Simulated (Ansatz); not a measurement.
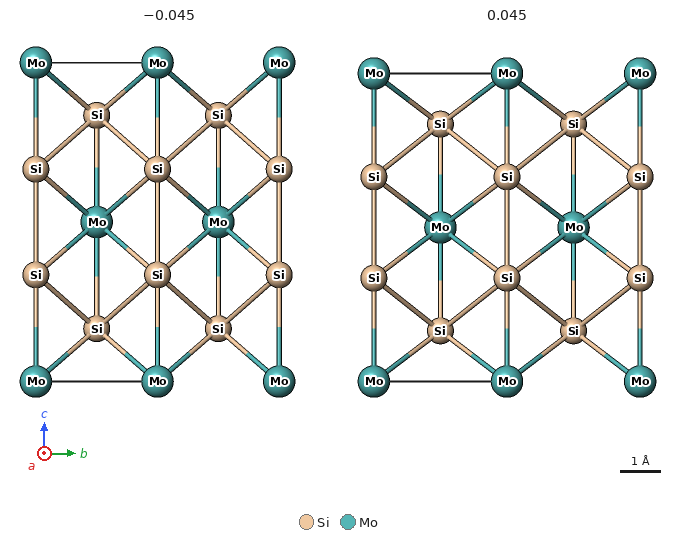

Solid Si2Mo (set up in I4/mmm), under biaxial strain in the a–b plane (c and atoms relaxed), with energies (extrapolated to zero smearing) counted from the relaxed crystal, which is the row at zero. The picture shows the first and the last member. A ball-and-stick model of the cell of the calculation, repeated 1 × 2 × 1 with one cell outlined, seen along the a axis.

Computed with Ansatz 0.2.0: DFT PBEsol, scalar-relativistic, plane waves, PAW. Settings: plane-wave cutoff 420 eV; k-point mesh 12 × 12 × 6; occupations gaussian; smearing width 0.1 eV; no spin polarisation; force threshold 0.008 eV/Å.

```
strain  energy (meV/atom)  a (Å)  c (Å)
−0.045              92.48  3.047  7.986
 −0.03              40.23  3.094  7.923
−0.015                  ?      ?      ?
   0.0               0.00  3.190  7.821
 0.015               8.89  3.238  7.780
  0.03              34.65  3.286  7.745
 0.045              75.37  3.334  7.713
```

One row is withheld. What does the calculation give there?

Answer. A parabola through three neighbouring rows (−0.045, −0.03, 0.0) gives, with Lagrange weights, (−0.3333)(92.48) + (1.0000)(40.23) + (0.3333)(0.00) = 9.41 meV/atom. The calculation gives 9.95 meV/atom (a = 3.142 Å, c = 7.867 Å). The estimate is 0.54 meV/atom too low. From the first member to the last: Mo–Mo 3.047 → 3.334 Å, Si–Si 2.540 → 2.702 Å, Mo–Si 2.528 → 2.677 Å.

The whole series:

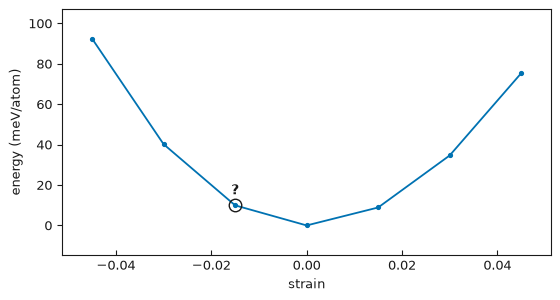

Each member starts from this one structure; whether another phase lies lower wasn't checked.
